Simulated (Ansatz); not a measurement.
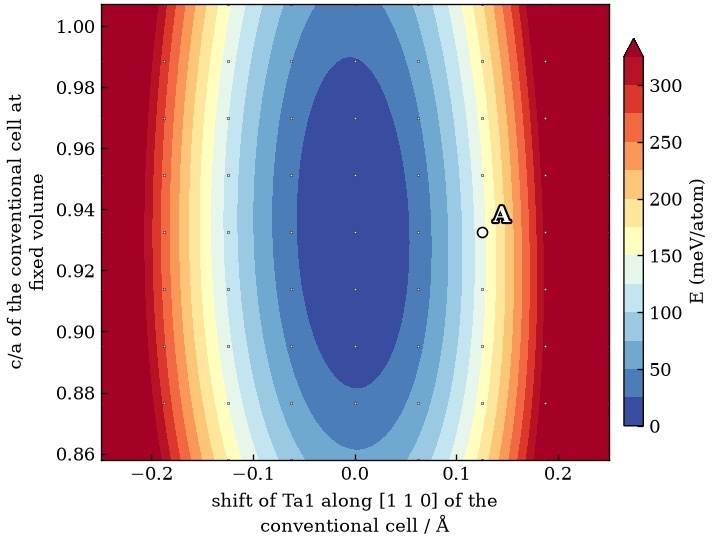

Ta2N (P-31m, No. 162; 9 atoms in the cell). The energy is mapped over a free internal coordinate and the cell. The first coordinate is: shift of Ta1 along [1 1 0] of the conventional cell, Cartesian (0.5 0.87 0), its symmetry partners moved as symmetry demands (measured in the relaxed cell); the second: c/a of the conventional cell at fixed volume. Nothing is relaxed (all other coordinates fixed). The grid has 9 × 9 points. Points are written as (first, second). Energies are in meV/atom, from the lowest grid point. All numbers below come from DFT PBE, scalar-relativistic, plane waves, PAW in Ansatz. Settings: cutoff 520 eV, k-mesh 9×9×8 in the order of the run's cell vectors, gaussian smearing 0.15 eV, no spin polarisation.

The picture shows filled contours, dots at the grid points, one colour for all values above the top of the scale, the point A. Between grid points the surface is interpolated.

Question: Which way does the force act at A, and how strong is it?

Answer: A, at (0.125 Å, 0.933), is not a stationary point. The computed force is 2300 meV/atom for each Å towards smaller values of the first coordinate and 167 meV/atom for each unit towards smaller values of the second coordinate.

PAW datasets: the set soft_1.
